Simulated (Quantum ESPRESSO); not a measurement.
# Single-point calculation, with input and output: Ag (part 2 of 2)

Continued. System: Ag (1 atom in the cell). Method: Kohn-Sham DFT of a periodic cell, PBEsol, GBRV 1.5 PBEsol, no spin polarisation (Quantum ESPRESSO 7.5); cutoff 761.92 eV, 11×11×11 k-mesh, fermi-dirac of 0.05 eV. The structure derives from a Materials Project entry. The volume is scaled by 0.98.

Geometry of the input (Å; fractional positions):
```
-1.6445  1.6445  1.6445
1.6445  -1.6445  1.6445
1.6445  1.6445  -1.6445
Ag 0.0000  0.0000  0.0000
```

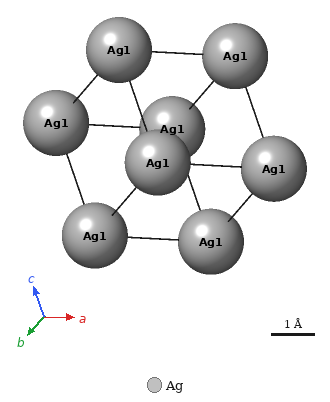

*The structure as given in the input (spheres-only view of the cell of the calculation, seen at an oblique angle; atoms are numbered from 1 in the order of the input). An atom can appear more than once, as a periodic image.*

What the program printed, continued
```
          k = 0.3936 0.2362 0.1575 (   848 PWs)   bands (ev):

   -75.5140 -39.0641 -38.9990 -38.9587  10.6107  11.0734  11.9990  12.6115
    13.0188  15.4469  24.0090  26.4618  30.7646  35.9921  39.0081  41.3154

          k = 0.4724 0.3149 0.1575 (   845 PWs)   bands (ev):

   -75.5120 -39.0755 -39.0118 -38.9593  10.5098  10.9792  12.2676  12.7107
    13.1657  17.4724  21.0575  25.8095  30.1868  36.2871  39.3025  41.3053

          k = 0.4724 0.2362 0.2362 (   847 PWs)   bands (ev):

   -75.5118 -39.0656 -39.0198 -38.9635  10.6754  11.1930  11.8412  12.7147
    13.0456  17.5887  22.8981  23.4493  30.3364  36.5531  38.5982  44.4343

          k = 0.5511 0.3149 0.2362 (   854 PWs)   bands (ev):

   -75.5110 -39.0608 -39.0335 -38.9649  10.6761  11.2584  11.7769  12.8126
    13.0219  19.6775  20.7148  22.8445  30.1920  36.9916  38.2358  43.9905

          k = 0.1575 0.1575 0.1575 (   860 PWs)   bands (ev):

   -75.5221 -39.0100 -38.9559 -38.9559  10.0817  11.2744  11.2744  12.6646
    12.7237  12.7237  30.7270  30.7270  31.6686  35.6885  39.9177  39.9177

          k = 0.2362 0.2362 0.1575 (   852 PWs)   bands (ev):

   -75.5183 -39.0406 -38.9721 -38.9562  10.6559  11.0671  11.4292  12.6907
    12.8145  13.6976  27.3337  29.4388  29.7265  36.5475  40.3916  40.9412

          k = 0.3149 0.3149 0.1575 (   851 PWs)   bands (ev):

   -75.5149 -39.0648 -38.9909 -38.9565  10.5683  10.9044  12.2142  12.7336
    12.8767  15.2071  23.8244  28.4646  28.4977  37.0894  39.9850  42.0038

          k = 0.3936 0.3936 0.1575 (   847 PWs)   bands (ev):

   -75.5128 -39.0778 -39.0034 -38.9566  10.4325  10.8165  12.7676  12.7820
    12.9081  17.0887  20.9115  27.7884  27.9422  37.2841  39.8823  41.5076

          k =-0.0000-0.0000 0.1575 (   875 PWs)   bands (ev):

   -75.5260 -38.9611 -38.9557 -38.9557   9.2226  11.5552  11.5552  11.6730
    12.5720  12.8793  32.9707  34.2544  34.2544  35.3742  37.8142  37.8142

          k = 0.3149 0.2362 0.2362 (   845 PWs)   bands (ev):

   -75.5153 -39.0587 -38.9835 -38.9649  10.8193  11.0708  11.5492  12.7398
    12.8757  15.2032  25.7041  26.3492  28.4006  37.7080  41.4175  42.1360

          k = 0.3936 0.3149 0.2362 (   852 PWs)   bands (ev):

   -75.5130 -39.0652 -39.0032 -38.9678  10.7162  10.9895  11.9949  12.7972
    12.9294  17.1449  22.7009  25.2241  27.6651  38.3999  41.3335  42.5811

          k = 0.4724 0.3936 0.2362 (   852 PWs)   bands (ev):

   -75.5122 -39.0650 -39.0136 -38.9685  10.6677  10.9506  12.1861  12.8334
    12.9458  18.9366  20.4842  24.8859  27.4110  38.6009  41.2760  42.5811

          k = 0.0000-0.0787 0.2362 (   864 PWs)   bands (ev):

   -75.5227 -38.9894 -38.9670 -38.9568   9.8928  11.4376  11.6255  12.0531
    12.3809  12.9788  30.8406  32.4786  33.3999  35.2974  37.1454  37.3619

          k = 0.4724 0.3149 0.3149 (   847 PWs)   bands (ev):

   -75.5119 -39.0520 -39.0245 -38.9739  10.7205  11.2871  11.7256  12.8643
    12.9341  19.4580  21.9780  22.3384  27.2682  39.4388  40.6101  45.2442

          k =-0.0000-0.1575 0.3149 (   850 PWs)   bands (ev):

   -75.5184 -39.0286 -38.9819 -38.9559  10.4360  11.2435  11.9520  12.4188
    12.6481  13.2349  27.2382  31.1245  31.9051  36.0402  36.8256  37.6902

          k = 0.0787-0.0787 0.3149 (   862 PWs)   bands (ev):

   -75.5190 -39.0160 -38.9793 -38.9638  10.5106  11.4952  11.5657  12.2262
    12.5284  13.2693  29.3023  29.4623  33.5304  33.7536  37.0454  39.2451

          k =-0.0000-0.2362 0.3936 (   843 PWs)   bands (ev):

   -75.5144 -39.0645 -38.9955 -38.9550  10.4039  11.0694  12.2560  12.6419
    13.2617  14.4339  23.7200  30.0886  30.4235  36.7401  36.7931  38.4341

          k = 0.0787-0.1575 0.3936 (   851 PWs)   bands (ev):

   -75.5149 -39.0483 -38.9956 -38.9649  10.6984  11.2835  11.8245  12.3707
    12.9763  14.2996  25.7512  28.1296  32.1307  34.5392  37.3144  40.1991

          k =-0.0000-0.3149 0.4724 (   841 PWs)   bands (ev):

   -75.5120 -39.0858 -39.0035 -38.9544  10.2750  10.9683  12.4293  12.6337
    13.6649  16.3569  20.8150  29.5251  29.5293  36.7224  37.3791  38.9111

          k = 0.0787-0.2362 0.4724 (   844 PWs)   bands (ev):

   -75.5118 -39.0733 -39.0087 -38.9645  10.5541  11.1637  11.9870  12.5387
    13.3600  16.1734  22.4282  27.1986  31.1099  35.6044  37.5170  40.2789

          k = 0.1575-0.1575 0.4724 (   852 PWs)   bands (ev):

   -75.5117 -39.0635 -39.0147 -38.9693  10.8387  11.1646  11.7735  12.4825
    13.1455  16.1431  24.3467  24.9817  32.6121  33.9689  37.2317  42.5255

          k =-0.7873-0.3149-0.3149 (   845 PWs)   bands (ev):

   -75.5106 -39.0826 -39.0136 -38.9643  10.4729  11.1264  12.0501  12.5565
    13.5548  17.8090  20.3244  26.8463  30.7593  36.1867  37.5690  40.1889

          k =-0.7086-0.2362-0.3149 (   851 PWs)   bands (ev):

   -75.5097 -39.0699 -39.0303 -38.9704  10.8012  11.1871  11.6529  12.6755
    13.2611  18.4249  21.5535  24.0385  32.3214  34.9631  36.6178  41.1137

          k =-0.6298-0.2362-0.2362 (   844 PWs)   bands (ev):

   -75.5090 -39.0538 -39.0538 -38.9719  10.9707  11.3054  11.3054  12.9998
    12.9998  20.9708  20.9708  21.4445  33.0847  35.3165  35.3165  40.6256

          k = 0.3149 0.3149 0.3149 (   856 PWs)   bands (ev):

   -75.5134 -39.0609 -38.9857 -38.9857  10.9805  10.9805  11.6336  12.8676
    12.8676  17.0392  24.2798  25.3803  25.3803  39.7571  42.8316  42.8316

          k = 0.3936 0.3936 0.3149 (   846 PWs)   bands (ev):

   -75.5123 -39.0511 -39.0092 -38.9870  10.9477  11.0224  11.7479  12.8906
    12.9201  19.2408  21.8857  24.2028  24.8822  40.8771  43.0382  43.9289

          k = 0.0000 0.0000 0.3149 (   855 PWs)   bands (ev):

   -75.5196 -38.9940 -38.9786 -38.9786  10.4832  11.7123  11.7123  11.9928
    12.0738  13.2707  31.2420  31.6358  31.6433  31.6433  38.7627  38.7627

          k = 0.4724 0.3936 0.3936 (   841 PWs)   bands (ev):

   -75.5120 -39.0273 -39.0273 -38.9967  10.9737  11.3742  11.3742  12.9238
    12.9238  21.4847  21.7536  21.7536  24.3621  42.6703  42.6703  45.5063

          k =-0.0000-0.0787 0.3936 (   854 PWs)   bands (ev):

   -75.5154 -39.0256 -38.9938 -38.9816  10.9017  11.5903  11.6584  12.1102
    12.5742  13.9298  27.8432  29.9368  30.4537  32.5734  39.3516  39.6629

          k =-0.0000-0.1575 0.4724 (   852 PWs)   bands (ev):

   -75.5116 -39.0590 -39.0077 -38.9799  10.7713  11.5243  11.5754  12.3723
    13.1949  15.4458  24.2970  28.5042  29.7417  34.0045  39.1452  39.8581

          k = 0.0787-0.0787 0.4724 (   848 PWs)   bands (ev):

   -75.5115 -39.0468 -39.0108 -38.9889  11.0538  11.2117  11.8436  12.2398
    12.9619  15.2572  26.2924  26.7773  31.4529  31.6459  39.1995  41.7033

          k =-0.0000-0.2362 0.5511 (   850 PWs)   bands (ev):

   -75.5093 -39.0789 -39.0159 -38.9787  10.5863  11.4409  11.6591  12.4195
    13.6128  17.5877  21.2114  27.6595  29.3674  35.6069  38.8514  38.9502

          k = 0.0787-0.1575 0.5511 (   844 PWs)   bands (ev):

   -75.5086 -39.0666 -39.0254 -38.9891  10.8411  11.2203  11.7012  12.5054
    13.3483  17.2937  23.1475  25.5970  30.8872  33.2349  38.0699  39.7360

          k =-0.7873-0.2362-0.2362 (   847 PWs)   bands (ev):

   -75.5075 -39.0743 -39.0310 -38.9888  10.7253  11.3030  11.5896  12.5842
    13.5313  19.3270  20.6917  25.2156  30.6678  34.6924  36.4167  39.4431

          k =-0.7086-0.1575-0.2362 (   848 PWs)   bands (ev):

   -75.5068 -39.0645 -39.0462 -38.9911  10.9220  11.0381  11.5635  12.9125
    13.2995  19.6697  22.4086  22.5824  32.7424  32.8964  35.4950  39.3581

          k =-0.0000-0.0000 0.4724 (   851 PWs)   bands (ev):

   -75.5115 -39.0276 -39.0093 -39.0093  11.1101  11.2550  12.1242  12.1242
    12.6195  14.9933  28.1154  28.1154  29.4948  30.1507  41.4941  42.0096

          k =-0.0000-0.0787 0.5511 (   849 PWs)   bands (ev):

   -75.5079 -39.0519 -39.0236 -39.0121  10.8813  11.0333  12.1824  12.4166
    13.1177  16.6803  25.1180  26.6364  29.3915  30.9302  38.3685  41.7253

          k =-0.0000-0.1575 0.6298 (   843 PWs)   bands (ev):

   -75.5058 -39.0698 -39.0320 -39.0102  10.6555  10.9725  12.1394  12.5623
    13.5454  18.9679  21.9766  25.7724  29.2346  32.7260  35.7073  41.3113

          k = 0.0787-0.0787 0.6298 (   846 PWs)   bands (ev):

   -75.5051 -39.0612 -39.0403 -39.0172  10.6821  10.7962  12.2695  12.8266
    13.3593  18.6818  23.9537  24.2187  30.3847  30.6252  35.3936  41.5732

          k =-0.7873-0.1575-0.1575 (   841 PWs)   bands (ev):

   -75.5041 -39.0651 -39.0481 -39.0170  10.5977  10.7150  12.2526  13.0220
    13.4753  21.0066  21.4131  23.6893  30.3915  32.1825  33.2322  41.4023

          k =-0.0000-0.0000 0.6298 (   840 PWs)   bands (ev):

   -75.5045 -39.0487 -39.0381 -39.0381  10.6013  10.6992  12.7919  12.7919
    13.1436  18.3106  25.1010  25.1010  28.8261  29.6006  35.2102  43.1179

          k =-0.0000-0.0787 0.7086 (   849 PWs)   bands (ev):

   -75.5025 -39.0615 -39.0468 -39.0390  10.4177  10.4925  12.8958  13.0486
    13.4846  20.4447  22.9551  24.1942  29.1111  30.2958  32.4993  43.0081

          k =-0.7873-0.0787-0.0787 (   853 PWs)   bands (ev):

   -75.5015 -39.0581 -39.0581 -39.0416  10.3484  10.3484  12.9765  13.4268
    13.4268  22.4921  22.5321  22.5321  30.1525  30.2323  30.2323  43.1322

          k =-0.0000-0.0000 0.7873 (   856 PWs)   bands (ev):

   -75.5006 -39.0570 -39.0555 -39.0555  10.2244  10.2433  13.4081  13.4081
    13.4661  22.0614  23.2486  23.2486  28.7286  29.3886  30.1601  43.5147

     the Fermi energy is    16.2033 ev

!    total energy              =    -295.54937702 Ry
     estimated scf accuracy    <          1.6E-11 Ry
     smearing contrib. (-TS)   =      -0.00026818 Ry
     internal energy E=F+TS    =    -295.54910884 Ry

     The total energy is F=E-TS. E is the sum of the following terms:
     one-electron contribution =    -128.95052430 Ry
     hartree contribution      =      73.45165040 Ry
     xc contribution           =     -28.68025142 Ry
     ewald contribution        =    -211.36998352 Ry

     convergence has been achieved in   8 iterations

     Forces acting on atoms (cartesian axes, Ry/au):

     atom    1 type  1   force =     0.00000000    0.00000000    0.00000000

     Total force =     0.000000     Total SCF correction =     0.000000

     Computing stress (Cartesian axis) and pressure

          total   stress  (Ry/bohr**3)                   (kbar)     P=      -60.40
  -0.00041060   0.00000000  -0.00000000          -60.40        0.00       -0.00
   0.00000000  -0.00041060   0.00000000            0.00      -60.40        0.00
   0.00000000   0.00000000  -0.00041060            0.00        0.00      -60.40

=------------------------------------------------------------------------------=
   JOB DONE.
=------------------------------------------------------------------------------=
```

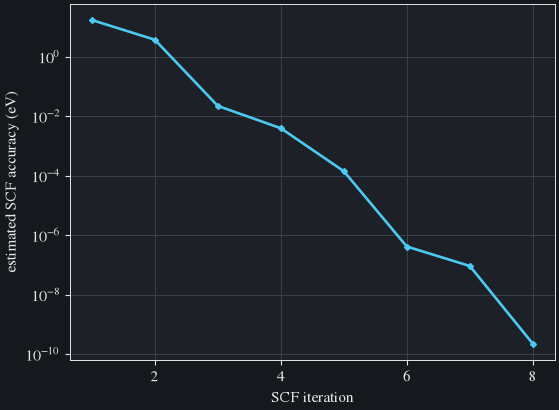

*Convergence of the self-consistent field: estimated SCF accuracy against the iteration.*

The field takes 8 iterations in all.

Key numbers

```csv
quantity,value
outcome,converged
space group (tolerance 0.01 Å),Im-3m (229)
electrons treated,19
free energy,−4021.1541 eV
Fermi energy,16.203 eV
gap on the k-point mesh,none (metallic)
pressure,−6.04 GPa
largest force (length of the vector),under 0.001 eV/Å
wall time,4.3 s (CPU time 8.5 s)
peak memory,0.16 GiB
```

The cell is under a tension of 6.0 GPa at this level, so it is not at its equilibrium volume.
